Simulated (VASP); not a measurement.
**Band edges against the vacuum: GaP(110)**

Aim: ionisation energy and electron affinity of GaP(110), from a slab and a bulk run lined up through core potentials.

Calculated with VASP 6.6.1; r2SCAN; plane waves and PAW (Ga, P).

### Step 1. Set-up

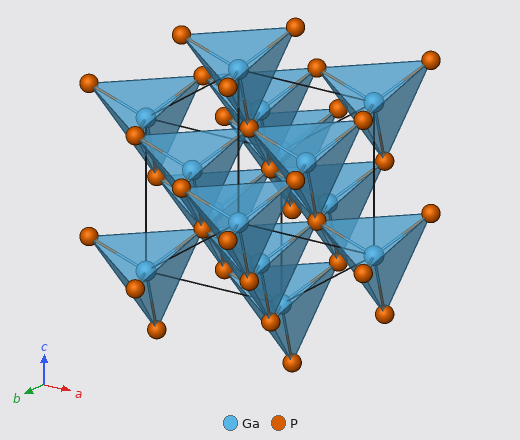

The cell as given, from a free direction (gallium blue, phosphorus orange). This picture shows the conventional cell, with its axes. Some periodic images of atoms are drawn too.

Coordinates:

```cif
data_structure
_symmetry_space_group_name_H-M 'F-43m'
_symmetry_Int_Tables_number 216
_cell_length_a 5.4500
_cell_length_b 5.4500
_cell_length_c 5.4500
_cell_angle_alpha 90.000
_cell_angle_beta 90.000
_cell_angle_gamma 90.000
_cell_volume 161.88
loop_
_atom_site_label
_atom_site_type_symbol
_atom_site_symmetry_multiplicity
_atom_site_Wyckoff_symbol
_atom_site_fract_x
_atom_site_fract_y
_atom_site_fract_z
_atom_site_occupancy
Ga1 Ga 4 a 0.00000 0.00000 0.00000 1
P1 P 4 d 0.25000 0.25000 0.75000 1
```

### Step 2. Relaxing the bulk crystal

The later steps need the crystal at this functional's own lattice; a raised cutoff keeps the stress reliable while the cell changes.

Contents of INCAR:

```
SYSTEM = GaP
PREC = Accurate
ENCUT = 350
EDIFF = 1E-06
NELM = 120
ISMEAR = 0
SIGMA = 0.03
LREAL = .FALSE.
ALGO = Normal
METAGGA = R2SCAN
LASPH = .TRUE.
NBANDS = 10
LORBIT = 11
LWAVE = .FALSE.
LCHARG = .FALSE.
KPAR = 4
IBRION = 2
NSW = 40
ISIF = 3
EDIFFG = -0.02
POTIM = 0.4
```

Contents of POSCAR:

```
GaP
1.0
    0.0000000000      2.7250000000      2.7250000000
    2.7250000000      0.0000000000      2.7250000000
    2.7250000000      2.7250000000      0.0000000000
Ga P
1 1
Direct
    0.0000000000      0.0000000000      0.0000000000
    0.2500000000      0.2500000000      0.2500000000
```

Contents of KPOINTS:

```
Automatic mesh
0
Gamma
6 6 6
0 0 0
```

Potentials, in the order of the species: Ga and P (PBE family, release 64).

Started as:

```console
$ mpirun -np 4 vasp_std
```

Log:

```text
[banner, memory and clock lines left out]
running    4 mpi-ranks, on    1 nodes
 distrk:  each k-point on    1 cores,    4 groups
 distr:  one band on    1 cores,    1 groups

 POSCAR found type information on POSCAR GaP
 POSCAR found :  2 types and       2 ions
|                                                                             |
|               ----> ADVICE to this user running VASP <----                  |
|                                                                             |
|     You enforced a specific xc type in the INCAR file but a different       |
|     [... a line on the potential file left out ...]
|     I HOPE YOU KNOW WHAT YOU ARE DOING!                                     |
|                                                                             |

 LDA part: xc-table for (None), standard interpolation
 POSCAR, INCAR and KPOINTS ok, starting setup
 FFT: planning ... GRIDC
 FFT: planning ... GRID_SOFT
 FFT: planning ... GRID
 WAVECAR not read
 entering main loop
       N       E                     dE             d eps       ncg     rms          rms(c)
DAV:   1    -0.444043286332E+01   -0.44404E+01   -0.28677E+03   320   0.520E+02
DAV:   2    -0.220321045600E+02   -0.17592E+02   -0.17084E+02   440   0.825E+01
DAV:   3    -0.225489043037E+02   -0.51680E+00   -0.51609E+00   400   0.141E+01
DAV:   4    -0.225514591215E+02   -0.25548E-02   -0.25545E-02   432   0.118E+00
DAV:   5    -0.225514733505E+02   -0.14229E-04   -0.14229E-04   376   0.720E-02    0.545E+00
DAV:   6    -0.214356941200E+02    0.11158E+01   -0.42172E-01   348   0.359E+00    0.382E+00
DAV:   7    -0.214293922789E+02    0.63018E-02   -0.22849E-01   356   0.231E+00    0.122E+00
DAV:   8    -0.214287590851E+02    0.63319E-03   -0.21151E-02   374   0.699E-01    0.229E-01
DAV:   9    -0.214288526883E+02   -0.93603E-04   -0.10446E-03   366   0.226E-01    0.948E-02
DAV:  10    -0.214288459703E+02    0.67180E-05   -0.76423E-05   382   0.475E-02    0.433E-02
DAV:  11    -0.214288726976E+02   -0.26727E-04   -0.31602E-05   340   0.462E-02    0.611E-03
DAV:  12    -0.214288726252E+02    0.72385E-07   -0.59212E-07   350   0.503E-03
   1 F= -.21428873E+02 E0= -.21428873E+02  d E =-.214289E+02
 curvature:   0.00 expect dE= 0.000E+00 dE for cont linesearch  0.000E+00
 trial: gam= 0.00000 g(F)=  0.173E-45 g(S)=  0.281E-02 ort = 0.000E+00 (trialstep = 0.100E+01)
 search vector abs. value=  0.281E-02
 bond charge predicted
       N       E                     dE             d eps       ncg     rms          rms(c)
DAV:   1    -0.214309134603E+02   -0.20408E-02   -0.44123E-02   338   0.106E+00    0.259E-01
DAV:   2    -0.214300028460E+02    0.91061E-03   -0.32219E-03   352   0.276E-01    0.155E-01
DAV:   3    -0.214297804054E+02    0.22244E-03   -0.93002E-04   362   0.148E-01    0.463E-02
DAV:   4    -0.214297654308E+02    0.14975E-04   -0.25265E-05   362   0.352E-02    0.392E-02
DAV:   5    -0.214297556652E+02    0.97656E-05   -0.20357E-05   386   0.308E-02    0.176E-02
DAV:   6    -0.214297553529E+02    0.31229E-06   -0.35734E-07   184   0.471E-03
   2 F= -.21429755E+02 E0= -.21429755E+02  d E =-.882728E-03
 trial-energy change:   -0.000883  1 .order   -0.000904   -0.002813    0.001005
 step:   0.7302(harm=  0.7368)  dis= 0.00000  next Energy=   -21.429891 (dE=-0.102E-02)
 bond charge predicted
       N       E                     dE             d eps       ncg     rms          rms(c)
DAV:   1    -0.214299700186E+02   -0.21435E-03   -0.32104E-03   338   0.287E-01    0.729E-02
DAV:   2    -0.214299083973E+02    0.61621E-04   -0.22942E-04   354   0.740E-02    0.436E-02
DAV:   3    -0.214298901658E+02    0.18232E-04   -0.68895E-05   362   0.403E-02    0.132E-02
DAV:   4    -0.214298893512E+02    0.81465E-06   -0.19017E-06   342   0.962E-03
   3 F= -.21429889E+02 E0= -.21429889E+02  d E =-.101673E-02
 curvature:  -0.37 expect dE=-0.137E-07 dE for cont linesearch -0.137E-07
 trial: gam= 0.00000 g(F)=  0.125E-45 g(S)=  0.371E-07 ort =-0.102E-04 (trialstep = 0.946E+00)
 search vector abs. value=  0.372E-07
 reached required accuracy - stopping structural energy minimisation
```

Run time: 15 s. Hardware: 4 MPI ranks of AMD EPYC 9R45, shared host; peak memory 0.45 GiB; 46 s of CPU time.

Lines that name or quote the potential files are left out of all logs, and their timing lines are given in words.

OUTCAR, selected parts (step 2):

```text
ion  position               nearest neighbor table
   1  0.000  0.000  0.000-   2 2.36   2 2.36   2 2.36   2 2.36
   2  0.250  0.250  0.250-   1 2.36   1 2.36   1 2.36   1 2.36

  LATTYP: Found a face centered cubic cell.
 ALAT       =     5.4500000000

 Subroutine GETGRP returns: Found 24 space group operations
 (whereof 24 operations were pure point group operations)

The static configuration has the point symmetry T_d .

 Found     16 irreducible k-points:

   k-points           NKPTS =     16   k-points in BZ     NKDIM =     16   number of bands    NBANDS=     10

   dimension x,y,z NGX =    24 NGY =   24 NGZ =   24
   dimension x,y,z NGXF=    48 NGYF=   48 NGZF=   48

   ENCUT  =  350.0 eV  25.72 Ry    5.07 a.u.   5.88  5.88  5.88*2*pi/ulx,y,z

   NELECT =       8.0000    total number of electrons

 k-points in reciprocal lattice and weights: Automatic mesh
   0.00000000  0.00000000  0.00000000       0.005
   0.16666667  0.00000000  0.00000000       0.037
   0.33333333  0.00000000  0.00000000       0.037
   0.50000000  0.00000000  0.00000000       0.019
   0.16666667  0.16666667  0.00000000       0.028
   0.33333333  0.16666667  0.00000000       0.111
   0.50000000  0.16666667  0.00000000       0.111
  -0.33333333  0.16666667  0.00000000       0.111
  -0.16666667  0.16666667  0.00000000       0.056
[...]
-0.33333333  0.33333333  0.16666667       0.111
  -0.33333333  0.50000000  0.16666667       0.056

 average (electrostatic) potential at core
       1 -17.2146       2 -87.7933

 E-fermi :   3.1805

 k-point     1 :       0.0000    0.0000    0.0000
  band No.  band energies     occupation
      1      -9.8692      2.00000
      2       3.0446      2.00000
      3       3.0446      2.00000
      4       3.0446      2.00000
      5       5.3917      0.00000
      6       7.2923      0.00000
      7       7.2923      0.00000
      8       7.2923      0.00000
      9      12.4894      0.00000
    ...

 k-point     2 :       0.1667    0.0000    0.0000
  band No.  band energies     occupation
      1      -9.5273      2.00000
      2       0.6442      2.00000
      3       2.6681      2.00000
      4       2.6681      2.00000
      5       5.8940      0.00000
      6       7.8617      0.00000
      7       7.8617      0.00000
      8       8.5385      0.00000
      9      12.5081      0.00000
    ...

 k-point     3 :       0.3333    0.0000    0.0000
  band No.  band energies     occupation
      1      -8.6120      2.00000
      2      -2.2671      2.00000
      3       2.1190      2.00000
      4       2.1190      2.00000
      5       5.3479      0.00000
      6       8.2532      0.00000
      7       8.2532      0.00000
      8      11.2211      0.00000
      9      13.2318      0.00000
    ...

  Total       -0.0008006     -0.0008006     -0.0008006      0.0000000      0.0000000     -0.0000000
  in kB       -0.0314003     -0.0314003     -0.0314003      0.0000000      0.0000000     -0.0000000
  external PRESSURE =      -0.0314003 kB  Pullay stress =       0.0000000 kB

  energy-cutoff  :      350.00
  volume of cell :       40.85
      direct lattice vectors                 reciprocal lattice vectors
     0.000000000  2.733464017  2.733464017    -0.182918084  0.182918084  0.182918084
     2.733464017  0.000000000  2.733464017     0.182918084 -0.182918084  0.182918084
     2.733464017  2.733464017 -0.000000000     0.182918084  0.182918084 -0.182918084

 POSITION                                       TOTAL-FORCE (eV/Angst)
 -----------------------------------------------------------------------------------
      0.00000      0.00000      0.00000        -0.000000     -0.000000      0.000000
      1.36673      1.36673      1.36673         0.000000      0.000000     -0.000000
 -----------------------------------------------------------------------------------
    total drift:                               -0.000001     -0.000001     -0.000001

  FREE ENERGIE OF THE ION-ELECTRON SYSTEM (eV)
  ---------------------------------------------------
  free  energy   TOTEN  =       -21.4298893512 eV

  energy  without entropy=      -21.4298893512  energy(sigma->0) =      -21.42988935

 reached required accuracy - stopping structural energy minimisation

 total charge
# of ion       s       p       d       tot
------------------------------------------
    1        1.065   1.297   0.178   2.540
    2        1.009   1.541   0.000   2.551
--------------------------------------------------
tot          2.074   2.839   0.178   5.091

[... 3 further parts left out ...]
```

The PAW data sets were made with PBE, which is usual practice but a small mismatch for other functionals. The data set Ga keeps the semicore shell frozen, which is cheaper and a little less accurate. The run keeps the 24 symmetry operations of its start, so it cannot find a distortion of lower symmetry.

Step by step:

```
step  energy less that of the first step (eV)  largest force (eV/Å)  pressure (GPa)  volume (Å³)
   1                                   0.0000                0.0000            0.87        40.47
   2                                  -0.0009                0.0000           -0.31        40.99
   3                                  -0.0010                0.0000            0.00        40.85
```

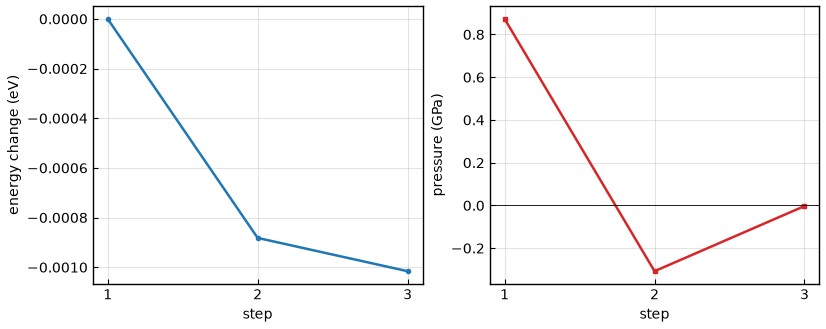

Energy and pressure along the relaxation.

| conventional cell, symmetrised | before | after | change |
| --- | --- | --- | --- |
| a (Å) | 5.450 | 5.467 | +0.3 % |
| b (Å) | 5.450 | 5.467 | +0.3 % |
| c (Å) | 5.450 | 5.467 | +0.3 % |
| volume (Å³/atom) | 20.23 | 20.42 | +0.9 % |

Final coordinates:

```xyz
2
Lattice="0.0000 2.7335 2.7335 2.7335 0.0000 2.7335 2.7335 2.7335 0.0000" Properties=species:S:1:pos:R:3 pbc="T T T"
Ga    0.0000    0.0000    0.0000
P     1.3667    1.3667    1.3667
```

This step gave:

* electronic steps: 22
* electrons: 8
* free energy (TOTEN): -21.43 eV
* Fermi energy: 3.180 eV

The run ended after 3 ionic steps, 0.001 eV below its first step, once forces and stress met EDIFFG = -0.02.

### Step 3. Band edges of the bulk

A static bulk run at the slab's cutoff gives the band edges and the core potentials that tie them to the slab.

Contents of INCAR:

```
SYSTEM = GaP
PREC = Normal
ENCUT = 320
EDIFF = 1E-06
NELM = 120
ISMEAR = 0
SIGMA = 0.03
LREAL = .FALSE.
ALGO = Normal
METAGGA = R2SCAN
LASPH = .TRUE.
NBANDS = 10
LORBIT = 11
LWAVE = .FALSE.
LCHARG = .FALSE.
KPAR = 4
```

Contents of POSCAR:

```
GaP
1.0
    0.0000000000      2.7334640173      2.7334640173
    2.7334640173      0.0000000000      2.7334640173
    2.7334640173      2.7334640173      0.0000000000
Ga P
1 1
Direct
    0.0000000000      0.0000000000      0.0000000000
    0.2500000000      0.2500000000      0.2500000000
```

Contents of KPOINTS:

```
Automatic mesh
0
Gamma
14 14 14
0 0 0
```

Started as:

```console
$ mpirun -np 4 vasp_std
```

Log:

```text
[banner, memory and clock lines left out]
running    4 mpi-ranks, on    1 nodes
 distrk:  each k-point on    1 cores,    4 groups
 distr:  one band on    1 cores,    1 groups

 POSCAR found type information on POSCAR GaP
 POSCAR found :  2 types and       2 ions
 [... a notice as in an earlier step ...]

 LDA part: xc-table for (None), standard interpolation
 POSCAR, INCAR and KPOINTS ok, starting setup
 FFT: planning ... GRIDC
 FFT: planning ... GRID_SOFT
 FFT: planning ... GRID
 WAVECAR not read
 entering main loop
       N       E                     dE             d eps       ncg     rms          rms(c)
DAV:   1    -0.301996108935E+01   -0.30200E+01   -0.29219E+03  2080   0.496E+02
DAV:   2    -0.219727694073E+02   -0.18953E+02   -0.18319E+02  2752   0.862E+01
DAV:   3    -0.225649149724E+02   -0.59215E+00   -0.59135E+00  2628   0.152E+01
DAV:   4    -0.225679388885E+02   -0.30239E-02   -0.30233E-02  2620   0.124E+00
DAV:   5    -0.225679612664E+02   -0.22378E-04   -0.22378E-04  2602   0.978E-02    0.541E+00
DAV:   6    -0.214482306798E+02    0.11197E+01   -0.41424E-01  2210   0.353E+00    0.379E+00
DAV:   7    -0.214436953643E+02    0.45353E-02   -0.22263E-01  2370   0.227E+00    0.120E+00
DAV:   8    -0.214430683909E+02    0.62697E-03   -0.21663E-02  2412   0.698E-01    0.229E-01
DAV:   9    -0.214431382661E+02   -0.69875E-04   -0.10806E-03  2452   0.224E-01    0.947E-02
DAV:  10    -0.214431327255E+02    0.55407E-05   -0.71119E-05  2490   0.470E-02    0.442E-02
DAV:  11    -0.214431596596E+02   -0.26934E-04   -0.33283E-05  2260   0.465E-02    0.678E-03
DAV:  12    -0.214431597059E+02   -0.46316E-07   -0.57142E-07  2484   0.481E-03
   1 F= -.21443160E+02 E0= -.21443160E+02  d E =-.151770E-20
```

Wall time 12 s (4 MPI ranks); peak memory 0.43 GiB.

Parts of OUTCAR (step 3):

```text
  LATTYP: Found a face centered cubic cell.
 ALAT       =     5.4669280346

The static configuration has the point symmetry T_d .

 Found    104 irreducible k-points:

   k-points           NKPTS =    104   k-points in BZ     NKDIM =    104   number of bands    NBANDS=     10

   dimension x,y,z NGX =    18 NGY =   18 NGZ =   18
   dimension x,y,z NGXF=    36 NGYF=   36 NGZF=   36

   ENCUT  =  320.0 eV  23.52 Ry    4.85 a.u.   5.64  5.64  5.64*2*pi/ulx,y,z

   NELECT =       8.0000    total number of electrons

 E-fermi :   3.2203

 k-point     1 :       0.0000    0.0000    0.0000
  band No.  band energies     occupation
      1      -9.8756      2.00000
      2       3.0377      2.00000
      3       3.0377      2.00000
      4       3.0377      2.00000
      5       5.3859      0.00000
      6       7.2904      0.00000
      7       7.2904      0.00000
      8       7.2904      0.00000
      9      12.4901      0.00000
    ...

 k-point     2 :       0.0714    0.0000    0.0000
  band No.  band energies     occupation
      1      -9.8119      2.00000
      2       2.3575      2.00000
      3       2.9545      2.00000
      4       2.9545      2.00000
      5       5.7632      0.00000
      6       7.4216      0.00000
      7       7.4216      0.00000
      8       7.4388      0.00000
      9      12.8313      0.00000
    ...

  Total       -0.0106849     -0.0106849     -0.0106849      0.0000000     -0.0000000      0.0000000
  in kB       -0.4190932     -0.4190932     -0.4190932      0.0000000     -0.0000000      0.0000000
  external PRESSURE =      -0.4190932 kB  Pullay stress =       0.0000000 kB

  energy-cutoff  :      320.00
  volume of cell :       40.85
      direct lattice vectors                 reciprocal lattice vectors
     0.000000000  2.733464017  2.733464017    -0.182918084  0.182918084  0.182918084
     2.733464017  0.000000000  2.733464017     0.182918084 -0.182918084  0.182918084
     2.733464017  2.733464017  0.000000000     0.182918084  0.182918084 -0.182918084

 POSITION                                       TOTAL-FORCE (eV/Angst)
 -----------------------------------------------------------------------------------
      0.00000      0.00000      0.00000        -0.000000      0.000000     -0.000000
      1.36673      1.36673      1.36673         0.000000     -0.000000      0.000000
 -----------------------------------------------------------------------------------
    total drift:                                0.000004      0.000004      0.000005

  FREE ENERGIE OF THE ION-ELECTRON SYSTEM (eV)
  ---------------------------------------------------
  free  energy   TOTEN  =       -21.4431597059 eV

  energy  without entropy=      -21.4431597059  energy(sigma->0) =      -21.44315971

 total charge
# of ion       s       p       d       tot
------------------------------------------
    1        1.067   1.296   0.178   2.541
    2        1.012   1.539   0.000   2.551
--------------------------------------------------
tot          2.079   2.835   0.178   5.092

[... 1 part as in an earlier step ...]

[... 7 further parts left out ...]
```

The gap is read on the k-mesh alone, so it is an upper bound where the band edges lie off the mesh.

This step gave:

```yaml
electronic_steps: 12
free_energy_toten: -21.44 eV
fermi_energy: 3.220 eV
metallic: no
gap_on_the_k_mesh: 1.903 eV
least_direct_gap_on_the_k_mesh: 2.348 eV
```

(Continued in part 2 of 3.)

[Lines on the potential files, build, host, timing and source positions are cut from VASP's logs without a mark.]

[Logs are printed without paths, hosts, clocks, repeated set-up lines and the standing remarks that a program may print on its own settings, such as how far it seeks lower states.]

[Hosts, paths, dates, database ids (printed as entryN), source tags and the programs' standing remarks are cut or masked in the printed files.]

[Runs that stopped without an error message from VASP are left out.]
